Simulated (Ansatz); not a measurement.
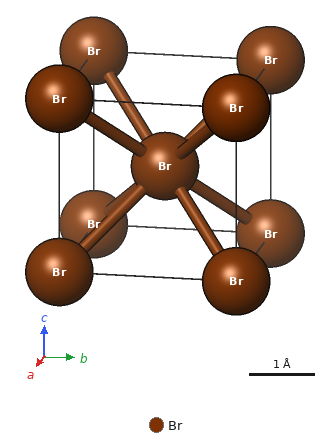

*The input geometry (ball-and-stick view of the cell 2 times as large as that of the calculation, set on its symmetry axes, seen slightly off an axis). An atom can appear more than once, as a periodic image.*

# Br: geometry relaxation

- system: Br (Im-3m, 1 atom in the cell)
- method: DFT, PBE, all-electron LAPW, scalar-relativistic, no spin polarisation (Ansatz 0.2.0)

It belongs to a series of runs on one base structure; here: bcc relaxed under pressure, LAPW.

What the program printed
```
The last accepted step is kept in [file] (removed where the run ends without a failure and the disk answers)
LAPW: plane waves up to 9.623 Å⁻¹, error target 5.0e-4 eV per atom; small_component_spin mean_spin; Br in spheres of 1.173 Å, 25 of its electrons in bands, Dirac shells [] (how accurate: hamiltonian.pseudopotentials.lapw.basis_error, Limitations)
Engine: ansatz 0.2.0, x86_64-unknown-linux-gnu
Pseudopotentials: kind: all_electron
Pseudopotential: Br, LAPW, valence charge 25, lapw/all_electron/scalar/gaussian/Br, Koelling and Harmon's equation, gaussian nucleus
Functional definition: PBE
  parameter kappa = 0.804
  parameter beta = 0.06672455060314922
  exchange = pbe_x(kappa = kappa, mu = beta*pi^2/3)
  correlation = pbe_c(beta = beta)
Crystal: 1 atoms, lattice volume = 10.882 Å³
Basis set: ecut = 352.8132331958032 eV, 177 PW (Γ), exchange–correlation at level 2
Bands: 17, of which v1, the nominal top of the filled ones, is band 13 counted from 1 (12 counted from 0)
Symmetry: 48 space group operations
Space group: Im-3m (ITA 229), of the structure as read, at distance tolerance 2.2e-5 Å
k-points: 220 of 6859
Non-local potential: Br, projectors of the file, none
Initial density: superposition of atomic densities (chi_scale 0.1, normalization cell)
Initial wavefunctions: plane waves of lowest kinetic energy (no species holds an atomic orbital)
Functional: x = pbe(κ = 0.804, μ = 0.2195149727645171), c = pbe(β = 0.06672455060314922)
iter 1 solved again at ethr=1.26e-4 eV; its pass at ethr=1.00e-1 eV (dr2=3.16e-2 eV) is discarded
SCF iter   1: F=—  HF=-70919.610296 eV  |F-HF|=—  |Δ(HF+E_count)|=         —  Δρ=2.23e-2  dr2=3.15e-2  ethr=1.26e-4  ⟨swp⟩=3.0  Hψ=25206  notcnv=0
preconditioner: auto → none  [metal: Δε(μ)=0.015 eV  Ē_g=22.813 eV  σ=0.050 eV  W_gap=0.08  n_scr=0 (ndim 8)  ℏωp=29.8 eV  f_vac=0.000  D(μ)=0.60/eV (n_scr^D=0)]
SCF iter   2: F=—  HF=-70919.599683 eV  |F-HF|=—  |Δ(HF+E_count)|=   1.06e-2  Δρ=9.82e-3  dr2=5.90e-3  ethr=1.26e-4  ⟨swp⟩=2.0  Hψ=10294  notcnv=0
iter 3 solved again at ethr=7.07e-7 eV; its pass at ethr=2.36e-5 eV (dr2=1.77e-4 eV) is discarded
SCF iter   3: F=—  HF=-70919.599126 eV  |F-HF|=—  |Δ(HF+E_count)|=   5.57e-4  Δρ=1.72e-3  dr2=1.77e-4  ethr=7.07e-7  ⟨swp⟩=2.0  Hψ=17660  notcnv=0
SCF iter   4: F=—  HF=-70919.599017 eV  |F-HF|=—  |Δ(HF+E_count)|=   1.09e-4  Δρ=3.17e-4  dr2=4.92e-6  ethr=7.06e-7  ⟨swp⟩=2.0  Hψ=10260  notcnv=0
SCF iter   5: F=-70919.599019 eV  HF=-70919.599019 eV  |F-HF|=5.34e-9  |Δ(HF+E_count)|=   1.56e-6  Δρ=9.60e-6  dr2=2.28e-9  ethr=1.97e-8  ⟨swp⟩=2.0  Hψ=10267  notcnv=0
SCF 1 converged in 5 iterations: F = -70919.599019 eV  dr2 = 2.28e-9
relax step   1: F+E_penalty+E_count = -70919.59901877 eV  Δ(F+E_penalty+E_count) = +0.000e0 eV  max|allowed force component| = 0.000e0 eV/Å  Δτ_max = 0.0000 Å  P = +229.507 GPa  Ω = 10.882 Å³  (5 SCF iters, accepted)
Crystal: 1 atoms, lattice volume = 10.868 Å³
Basis set: ecut = 353.1045995423317 eV, 177 PW (Γ), exchange–correlation at level 2
Initial density: handed on by an earlier stage of this run
Initial wavefunctions: those handed on with the density
iter 1 solved again at ethr=1.58e-10 eV; its pass at ethr=1.00e-1 eV (dr2=3.96e-8 eV) is discarded
SCF iter   1: F=—  HF=-70919.579692 eV  |F-HF|=—  |Δ(HF+E_count)|=         —  Δρ=1.48e-5  dr2=5.61e-9  ethr=1.58e-10  ⟨swp⟩=6.0  Hψ=21881  notcnv=0
preconditioner: auto → none  [metal: Δε(μ)=0.014 eV  Ē_g=22.801 eV  σ=0.050 eV  W_gap=0.07  n_scr=0 (ndim 8)  ℏωp=29.8 eV  f_vac=0.000  D(μ)=0.56/eV (n_scr^D=0)]
SCF iter   2: F=-70919.579692 eV  HF=-70919.579692 eV  |F-HF|=1.16e-10  |Δ(HF+E_count)|=   2.59e-8  Δρ=7.14e-6  dr2=1.06e-9  ethr=2.24e-11  ⟨swp⟩=3.0  Hψ=10988  notcnv=0
SCF 2 converged in 2 iterations: F = -70919.579692 eV  dr2 = 1.06e-9
relax step   2: F+E_penalty+E_count = -70919.57969184 eV  Δ(F+E_penalty+E_count) = +1.933e-2 eV  max|allowed force component| = 0.000e0 eV/Å  Δτ_max = 0.0000 Å  P = +230.394 GPa  Ω = 10.868 Å³  (2 SCF iters, accepted)
Crystal: 1 atoms, lattice volume = 10.874 Å³
Basis set: ecut = 352.97522331160343 eV, 177 PW (Γ), exchange–correlation at level 2
iter 1 solved again at ethr=3.75e-11 eV; its pass at ethr=1.00e-1 eV (dr2=9.39e-9 eV) is discarded
SCF iter   1: F=—  HF=-70919.588278 eV  |F-HF|=—  |Δ(HF+E_count)|=         —  Δρ=5.93e-6  dr2=1.06e-9  ethr=3.75e-11  ⟨swp⟩=6.0  Hψ=21766  notcnv=0
preconditioner: auto → none  [metal: Δε(μ)=0.015 eV  Ē_g=22.795 eV  σ=0.050 eV  W_gap=0.07  n_scr=0 (ndim 8)  ℏωp=29.8 eV  f_vac=0.000  D(μ)=0.56/eV (n_scr^D=0)]
SCF iter   2: F=-70919.588278 eV  HF=-70919.588278 eV  |F-HF|=1.11e-9  |Δ(HF+E_count)|=   1.34e-9  Δρ=3.14e-6  dr2=3.08e-10  ethr=4.25e-12  ⟨swp⟩=2.0  Hψ=10267  notcnv=0
SCF 3 converged in 2 iterations: F = -70919.588278 eV  dr2 = 3.08e-10
relax step   3: F+E_penalty+E_count = -70919.58827791 eV  Δ(F+E_penalty+E_count) = -8.586e-3 eV  max|allowed force component| = 0.000e0 eV/Å  Δτ_max = 0.0000 Å  P = +229.999 GPa  Ω = 10.874 Å³  (2 SCF iters, accepted)
iter 1 solved again at ethr=1.10e-12 eV; its pass at ethr=1.00e-1 eV (dr2=2.75e-10 eV) is discarded
SCF iter   1: F=—  HF=-70919.588278 eV  |F-HF|=—  |Δ(HF+E_count)|=         —  Δρ=3.14e-6  dr2=3.08e-10  ethr=3.31e-12 (applied; sched 1.10e-12)  ⟨swp⟩=3.4  Hψ=19662  notcnv=0  reapply=18
SCF iter   2: F=-70919.588278 eV  HF=-70919.588278 eV  |F-HF|=2.76e-10  |Δ(HF+E_count)|=  2.62e-10  Δρ=1.70e-6  dr2=9.50e-11  ethr=2.34e-12 (applied; sched 1.10e-12)  ⟨swp⟩=2.0  Hψ=10266  notcnv=0
SCF 4 converged in 2 iterations: F = -70919.588278 eV  dr2 = 9.50e-11
relax step   4: F+E_penalty+E_count = -70919.58827793 eV  Δ(F+E_penalty+E_count) = -1.348e-8 eV  max|allowed force component| = 0.000e0 eV/Å  Δτ_max = 0.0000 Å  P = +229.999 GPa  Ω = 10.874 Å³  stress off target by 5.68e-4 GPa  SCF on the basis re-selected at this cell (its energy is not comparable with the rows above)  (2 SCF iters)
```

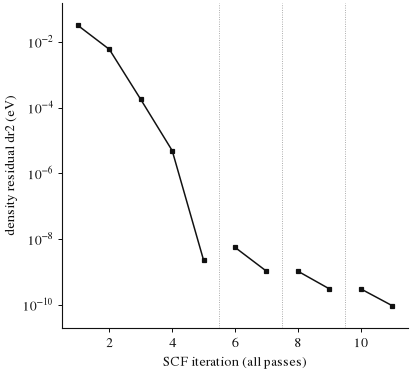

*Convergence of the self-consistent field: density residual dr2 against the SCF iteration. The dotted lines part the SCF passes of the relaxation: geometry steps, rejected trials and re-solves on a re-selected basis.*

The passes take 5, 2, 2 and 2 iterations.

```
basis re-selected at this cell: Δ(F+E_penalty+E_count) = -1.348e-8 eV, ΔP = -0.000 GPa vs the last step (what re-selecting the basis moved, after the strain that the cell walked since its last selection, with what the two solves' SCF thresholds leave and, on support functions, any second-order correction that the steps lacked; it is no measure of the basis error at this ecutwfc). This SCF's stress stands 5.68e-4 GPa from its target on what of the cell is left free (relax.cell.stress_tol is 1.15e-1 GPa) and its largest allowed force component is 0.00e0 eV/Å (relax.f_tol is 5.00e-3 eV/Å): within both
SCF converged after 2 iterations
Free energy (F): -70919.588278 eV
Harris-Foulkes:  -70919.588278 eV  (|F-HF|=2.76e-10)
Internal energy: -70919.583818 eV  (E = F + TS)
E sigma→0 (E₀):  -70919.586048 eV
Entropy (-TS):   -0.004460 eV (-4.460 meV/atom)
Fermi energy:    28.160647 eV
--- Per-component energies (eV) ---
  E_band       = -1501.754013
  E_kinetic    = 72747.640640
  E_xc         = -2519.198092
  E_electrostatic = -141148.026365  (all electrons and nuclei)
  E_smearing   = -0.004460  (= −TS)
  E_closure    = 0.000000  (closes the sum)
  E_atoms      = -70923.527919  (free atoms, spherical and without spin; not in F)
  Σ components = -70919.588278   (vs F -70919.588278, Δ=0.00e0)
  Basis errors (estimates in eV, not in F): energy 1.5e-4 per atom: plane waves 1.5e-4 (7.8e-5 summed), levels above the bands 3.0e-139, relativity 3.8e-9, radial functions 1.7e-6, core shells 6.9e-14; eigenvalues (radial functions only) 7.7e-6; not estimated: angular momenta, meshes, grids; target (lapw.basis_error) 5.0e-4; muffin-tin radii Br 1.172 Å
--- Forces (eV/Å), atoms counted from 1 ---
  atom   1  Br    -0.00000000     0.00000000     0.00000000
  max |Σ_I F_I| component: 1.08e-30 eV/Å
--- Stress (GPa, compression-positive) ---
      229.999432      -0.000000      -0.000000
       -0.000000     229.999432       0.000000
       -0.000000       0.000000     229.999432
  P = ⅓ Tr σ = 229.9994 GPa (2299.994 kbar)
--- Band table (eV; the first three rows and the last of 220) ---
  k-point 0: bands = ["-206.9573", "-142.3825", "-142.3825", "-142.3825", "-35.7443", "-35.7443", "-35.7443", "-35.6981", "-35.6981", "1.6956", "32.1075", "32.1075", "32.1075", "40.9199", "40.9199", "40.9199", "45.3020"]
  k-point 1: bands = ["-206.9573", "-142.3826", "-142.3826", "-142.3825", "-35.7446", "-35.7435", "-35.7422", "-35.6985", "-35.6982", "1.7985", "31.3951", "31.7560", "32.0356", "40.4248", "40.7533", "41.4624", "43.9672"]
  k-point 2: bands = ["-206.9572", "-142.3828", "-142.3827", "-142.3825", "-35.7456", "-35.7413", "-35.7360", "-35.6997", "-35.6985", "2.1069", "29.5813", "30.9015", "31.8261", "39.3698", "39.8605", "42.8899", "43.5850"]
  k-point 219: bands = ["-206.9567", "-142.3848", "-142.3848", "-142.3848", "-35.7439", "-35.7436", "-35.6732", "-35.6732", "-35.6731", "15.4366", "19.6101", "19.6266", "19.6266", "27.6324", "27.9636", "56.4150", "56.6425"]
--- Relaxed structure (3 steps of the walk, 3 accepted, 1 SCFs on fresh bases) ---
  F+E_penalty+E_count = -70919.58827793 eV   max|allowed force component| = 0.000e0 eV/Å   (the final SCF, on the basis selected at the relaxed cell)
  cell:  # Å, volume = 10.8744 Å³
    - [-1.395664839983409, 1.395664839983409, 1.395664839983409]
    - [1.395664839983409, -1.395664839983409, 1.395664839983409]
    - [1.395664839983409, 1.395664839983409, -1.395664839983409]
  atoms:
    - { symbol: Br, position: [0.0, 0.0, 0.0] }
```

Trajectory as extended XYZ (Å, eV, eV/Å), 4 frames, from step=1 to step=4
```
1
Lattice="-1.3960 1.3960 1.3960 1.3960 -1.3960 1.3960 1.3960 1.3960 -1.3960" Properties=species:S:1:pos:R:3:forces:R:3 step=1 energy=-70919.59902 pressure_GPa=229.51
Br    0.0000    0.0000    0.0000    0.0000   0.0000   0.0000
1
Lattice="-1.3954 1.3954 1.3954 1.3954 -1.3954 1.3954 1.3954 1.3954 -1.3954" Properties=species:S:1:pos:R:3:forces:R:3 step=2 energy=-70919.57969 pressure_GPa=230.39
Br    0.0000    0.0000    0.0000    0.0000   0.0000   0.0000
1
Lattice="-1.3957 1.3957 1.3957 1.3957 -1.3957 1.3957 1.3957 1.3957 -1.3957" Properties=species:S:1:pos:R:3:forces:R:3 step=3 energy=-70919.58828 pressure_GPa=230.00
Br    0.0000    0.0000    0.0000    0.0000   0.0000   0.0000
1
Lattice="-1.3957 1.3957 1.3957 1.3957 -1.3957 1.3957 1.3957 1.3957 -1.3957" Properties=species:S:1:pos:R:3:forces:R:3 step=4 energy=-70919.58828 pressure_GPa=230.00
Br    0.0000    0.0000    0.0000    0.0000   0.0000   0.0000
```

This output came from the following input.

Input
```yaml
crystal:
  lattice:
    - [-1.3959852049, 1.3959852049, 1.3959852049]
    - [1.3959852049, -1.3959852049, 1.3959852049]
    - [1.3959852049, 1.3959852049, -1.3959852049]
  atoms:
    - { symbol: Br, position: [0.0, 0.0, 0.0] }
kpoints:
  mp_grid: { grid: [19, 19, 19] }
scf:
  occupations: { method: fermi_dirac, width: 0.05 }
hamiltonian:
  xc: pbe
  pseudopotentials: { kind: all_electron, lapw: { basis_error: 0.0005 } }
output:
  forces: true
  stress: true
  eigenvalues: true
relax:
  f_tol: 0.005
  max_steps: 12
  cell: { p_target: 230.0, stress_tol: 0.115 }
```

Run as:
```bash
ansatz run input.yaml --threads 1 --pin off --max-ram 3584MiB --backend cpu --events-out ev --progress --plain --runs-dir out
```

Results in brief

| quantity | value |
| --- | --- |
| outcome | converged |
| space group (tolerance 0.01 Å) | Im-3m (229) |
| electrons in bands (core shells apart) | 25 |
| free energy | −70919.5883 eV |
| Fermi energy | 28.161 eV |
| pressure | 230.00 GPa |
| final volume | 10.87 Å³ |
| largest force (length of the vector) at the end | under 0.001 eV/Å |
| final cell | a = 2.417 Å, b = 2.417 Å, c = 2.417 Å, α = 109.47°, β = 109.47°, γ = 109.47° |
| hardware | 1 thread of AMD EPYC (Zen 5), 32 GiB of memory available, shared host |
| wall time | 13 s |
| peak memory | 0.44 GiB |

Notes

The cell holds an odd number of electrons but the run has no spin polarisation, so a band is left half filled. The cell was relaxed to the target pressure of the input; what is minimised is then the enthalpy E + pV.
